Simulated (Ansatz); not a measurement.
# What a change does: single-point calculation on C

System: C (Cmme, 4 atoms in the cell).
Method of run 1: Kohn-Sham DFT of a periodic cell, r2SCAN, Ansatz PAW, no spin polarisation (Ansatz 0.2.0).

The structure derives from a Materials Project entry. Text and figures count atoms from 1; the logs count them from 0 in places.

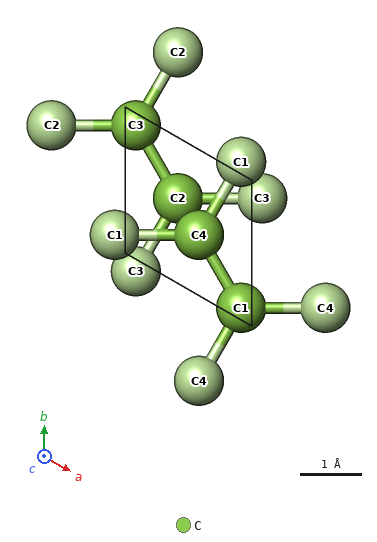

The input geometry (ball-and-stick view of the cell of the calculation, along the c axis; neighbours outside the cell are drawn fainter; atoms are numbered from 1 in the order of the input).

**Input file, run 1**
```yaml
crystal:
  lattice:
    - [1.2114506926, -2.0983142173, 0.0]
    - [1.2114506926, 2.0983142173, 0.0]
    - [0.0, 0.0, 7.0763198248]
  atoms:
    - { symbol: C, position: [0.91662054, 0.08337946, 0.7531376] }
    - { symbol: C, position: [0.41662054, 0.58337946, 0.2468624] }
    - { symbol: C, position: [0.08337946, 0.91662054, 0.2468624] }
    - { symbol: C, position: [0.58337946, 0.41662054, 0.7531376] }
hamiltonian:
  xc: r2scan
  pseudopotentials: { kind: paw }
kpoints:
  mp_grid: { grid: [12, 12, 4] }
scf:
  occupations: { method: fermi_dirac, width: 0.05 }
output:
  forces: true
  stress: true
  eigenvalues: true
  write_density: true
  write_potential: true
  elf: true
  volumetric_format: npy
```

Command:
```bash
ansatz run input.yaml --threads 2 --pin off --max-ram 5632MiB --backend cpu --events-out ev --progress --plain --runs-dir out
```

Hardware: 2 threads of Intel Xeon (Granite Rapids), 176 GiB of memory available, shared host.

**Output, shortened to warnings, some set-up lines, iterations and results (run 1)**
```
Basis set: ecut = 500 eV, 943 PW (Γ), exchange–correlation on 72×72×216 points (64 copies of the dense FFT grid, shifted against one another)
Symmetry: 8 space group operations
k-points: 129 of 576
Initial density: superposition of atomic densities (neutral atoms: chi_scale 0, normalization atom), corrected by the library's trained network
[...]
SCF iter   1: F=—  HF=-1006.532109 eV  |F-HF|=—  |Δ(HF+E_count)|=         —  Δρ=7.05e-3  dr2=4.90e-3  dr2_τ=9.22e-1  ethr=1.77e-3  ⟨swp⟩=6.3  Hψ=9042  notcnv=0
SCF iter   2: F=—  HF=-1006.610979 eV  |F-HF|=—  |Δ(HF+E_count)|=   7.89e-2  Δρ=1.12e-3  dr2=1.44e-4  dr2_τ=1.43e-5  ethr=3.06e-5  ⟨swp⟩=2.0  Hψ=4139  notcnv=0
SCF iter   3: F=—  HF=-1006.611072 eV  |F-HF|=—  |Δ(HF+E_count)|=   9.28e-5  Δρ=2.56e-4  dr2=4.33e-5  dr2_τ=1.21e-6  ethr=8.98e-7  ⟨swp⟩=2.3  Hψ=2565  notcnv=0
SCF iter   4: F=—  HF=-1006.611063 eV  |F-HF|=—  |Δ(HF+E_count)|=   9.33e-6  Δρ=8.19e-5  dr2=3.83e-6  dr2_τ=9.19e-8  ethr=2.71e-7  ⟨swp⟩=2.1  Hψ=2117  notcnv=0
SCF iter   5: F=—  HF=-1006.611062 eV  |F-HF|=—  |Δ(HF+E_count)|=   9.41e-7  Δρ=1.31e-5  dr2=1.05e-7  dr2_τ=1.20e-8  ethr=2.39e-8  ⟨swp⟩=2.7  Hψ=2198  notcnv=0
SCF iter   6: F=-1006.611062 eV  HF=-1006.611062 eV  |F-HF|=7.55e-10  |Δ(HF+E_count)|=   1.09e-8  Δρ=4.06e-6  dr2=4.39e-9  dr2_τ=1.83e-10  ethr=6.25e-10  ⟨swp⟩=8.9  Hψ=9446  …
SCF 1 converged in 6 iterations: F = -1006.611062 eV  dr2 = 4.39e-9
SCF converged after 6 iterations
Free energy (F): -1006.611062 eV
Harris-Foulkes:  -1006.611062 eV  (|F-HF|=7.55e-10)
Internal energy: -1006.609640 eV  (E = F + TS)
E sigma→0 (E₀):  -1006.610351 eV
Entropy (-TS):   -0.001421 eV (-0.355 meV/atom)
Fermi energy:    6.750450 eV
--- Per-component energies (eV) ---
  E_band       = -50.901810
  E_kinetic    = 368.495173
  E_local      = -682.360546  (includes V_loc(G=0)·N_el)
  E_nonlocal   = 109.083221
  E_hartree    = 215.149037
  E_xc         = -190.195988
  E_vxc        = -263.546450  (∫ρ·V_xc dr)
  E_paw        = -404.015681  (= ΣΔE_a)
  E_vpaw       = -27.631410  (= ΣTr[D̂ρ^β])
  E_aug_tail   = 0.000022  (compensation charges beyond the density's cutoff)
  E_vtau       = 14.758934  (kinetic-family band-sum trace: ∫τ·v_τ [+ j·A + Jᵃ·Aᵃ] dr)
  E_ewald      = -422.665784
  E_core_change = -0.099095  (= ΣΔE_core)
  E_smearing   = -0.001421  (= −TS)
  E_closure    = 0.000000  (closes the sum)
  Σ components = -1006.611062   (vs F -1006.611062, Δ=0.00e0)
--- Forces (eV/Å), atoms counted from 1 ---
  atom   1  C      0.00000000    -0.02270423    -0.00699262
  atom   2  C      0.00000000    -0.02270423     0.00699262
  atom   3  C      0.00000000     0.02270423     0.00699262
  atom   4  C      0.00000000     0.02270423    -0.00699262
  max |Σ_I F_I| component: 1.11e-16 eV/Å
--- Stress (GPa, compression-positive) ---
       17.673742      -0.000000       0.000000
       -0.000000      17.379979       0.000000
        0.000000       0.000000      -0.066883
  P = ⅓ Tr σ = 11.6623 GPa (116.623 kbar)
```

The input of run 2 differs as follows (lines with − go, lines with + come):
```diff
-    - [1.2114506926, -2.0983142173, 0.0]
-    - [1.2114506926, 2.0983142173, 0.0]
-    - [0.0, 0.0, 7.0763198248]
+    - [1.236180975, -2.1411487327, 0.0]
+    - [1.236180975, 2.1411487327, 0.0]
+    - [0.0, 0.0, 7.220774229]
```

How does run 2 compare with run 1?

With the same functional and potentials, run 2 lies 9.9 meV per atom lower. The pressure goes from 11.66 to −5.24 GPa. The volume per atom goes from 8.99 to 9.56 Å³. The cell is scaled evenly with the atoms at fixed fractional positions, so −ΔP/Δ ln V estimates the bulk modulus midway between the two volumes: about 280 GPa. The number of SCF iterations is the same. The plane waves at Γ go from 943 to 993.

**Output, shortened to warnings, some set-up lines, iterations and results (run 2)**
```
Basis set: ecut = 500 eV, 993 PW (Γ), exchange–correlation on 80×80×216 points (64 copies of the dense FFT grid, shifted against one another)
Symmetry: 8 space group operations
k-points: 129 of 576
Initial density: superposition of atomic densities (neutral atoms: chi_scale 0, normalization atom), corrected by the library's trained network
[...]
SCF iter   1: F=—  HF=-1006.576211 eV  |F-HF|=—  |Δ(HF+E_count)|=         —  Δρ=7.66e-3  dr2=6.25e-3  dr2_τ=7.82e-1  ethr=1.77e-3  ⟨swp⟩=6.2  Hψ=9023  notcnv=0
SCF iter   2: F=—  HF=-1006.650665 eV  |F-HF|=—  |Δ(HF+E_count)|=   7.45e-2  Δρ=1.07e-3  dr2=1.80e-4  dr2_τ=1.31e-5  ethr=3.91e-5  ⟨swp⟩=2.0  Hψ=4128  notcnv=0
SCF iter   3: F=—  HF=-1006.650744 eV  |F-HF|=—  |Δ(HF+E_count)|=   7.87e-5  Δρ=2.93e-4  dr2=7.54e-5  dr2_τ=2.45e-6  ethr=1.12e-6  ⟨swp⟩=2.1  Hψ=2589  notcnv=0
SCF iter   4: F=—  HF=-1006.650724 eV  |F-HF|=—  |Δ(HF+E_count)|=   2.01e-5  Δρ=7.99e-5  dr2=4.23e-6  dr2_τ=1.25e-7  ethr=4.71e-7  ⟨swp⟩=2.1  Hψ=2115  notcnv=0
SCF iter   5: F=-1006.650723 eV  HF=-1006.650723 eV  |F-HF|=5.21e-8  |Δ(HF+E_count)|=   9.60e-7  Δρ=1.42e-5  dr2=2.97e-8  dr2_τ=1.09e-8  ethr=2.64e-8  ⟨swp⟩=2.1  Hψ=2151  …
SCF iter   6: F=-1006.650723 eV  HF=-1006.650723 eV  |F-HF|=1.53e-9  |Δ(HF+E_count)|=   5.83e-8  Δρ=3.95e-6  dr2=3.03e-9  dr2_τ=3.53e-10  ethr=1.86e-10  ⟨swp⟩=6.3  Hψ=9719  …
SCF 1 converged in 6 iterations: F = -1006.650723 eV  dr2 = 3.03e-9
SCF converged after 6 iterations
Free energy (F): -1006.650723 eV
Harris-Foulkes:  -1006.650723 eV  (|F-HF|=1.53e-9)
Internal energy: -1006.649204 eV  (E = F + TS)
E sigma→0 (E₀):  -1006.649964 eV
Entropy (-TS):   -0.001519 eV (-0.380 meV/atom)
Fermi energy:    6.089223 eV
--- Per-component energies (eV) ---
  E_band       = -57.622488
  E_kinetic    = 360.997649
  E_local      = -685.103624  (includes V_loc(G=0)·N_el)
  E_nonlocal   = 107.197505
  E_hartree    = 216.012565
  E_xc         = -188.167887
  E_vxc        = -260.649816  (∫ρ·V_xc dr)
  E_paw        = -403.276146  (= ΣΔE_a)
  E_vpaw       = -26.719642  (= ΣTr[D̂ρ^β])
  E_aug_tail   = 0.000020  (compensation charges beyond the density's cutoff)
  E_vtau       = 14.629247  (kinetic-family band-sum trace: ∫τ·v_τ [+ j·A + Jᵃ·Aᵃ] dr)
  E_ewald      = -414.210191
  E_core_change = -0.099095  (= ΣΔE_core)
  E_smearing   = -0.001519  (= −TS)
  E_closure    = -0.000000  (closes the sum)
  Σ components = -1006.650723   (vs F -1006.650723, Δ=0.00e0)
--- Forces (eV/Å), atoms counted from 1 ---
  atom   1  C      0.00000000    -0.01971037    -0.00528261
  atom   2  C      0.00000000    -0.01971037     0.00528261
  atom   3  C      0.00000000     0.01971037     0.00528261
  atom   4  C      0.00000000     0.01971037    -0.00528261
  max |Σ_I F_I| component: 3.47e-18 eV/Å
--- Stress (GPa, compression-positive) ---
       -7.554472       0.000000       0.000000
        0.000000      -7.821935       0.000000
        0.000000       0.000000      -0.339401
  P = ⅓ Tr σ = -5.2386 GPa (-52.386 kbar)
```

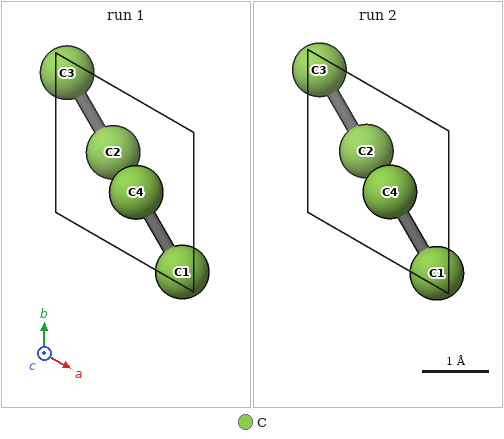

The two input geometries at one scale (ball-and-stick view of the cell of the calculation, along the c axis). The atoms keep their places relative to the cell (all moves are under 0.005 Å). The drawn cell changes as follows: a = b 2.423 → 2.472 Å (+2.0 %), c 7.076 → 7.221 Å (+2.0 %); the volume changes by +6.3 %. Among the contacts that change: C1–C4 1.398 → 1.427 Å.

**The two runs side by side**

```tsv
quantity	run 1	run 2
outcome	converged	converged
free energy per atom (eV)	−251.6528	−251.6627
pressure (GPa)	11.66	−5.24
volume per atom (Å³)	8.99	9.56
largest force (eV/Å)	0.024	0.020
SCF iterations	6	6
irreducible k-points	129	129
plane waves at Γ	943	993
wall time (shared host)	3.4 s	3.8 s
```
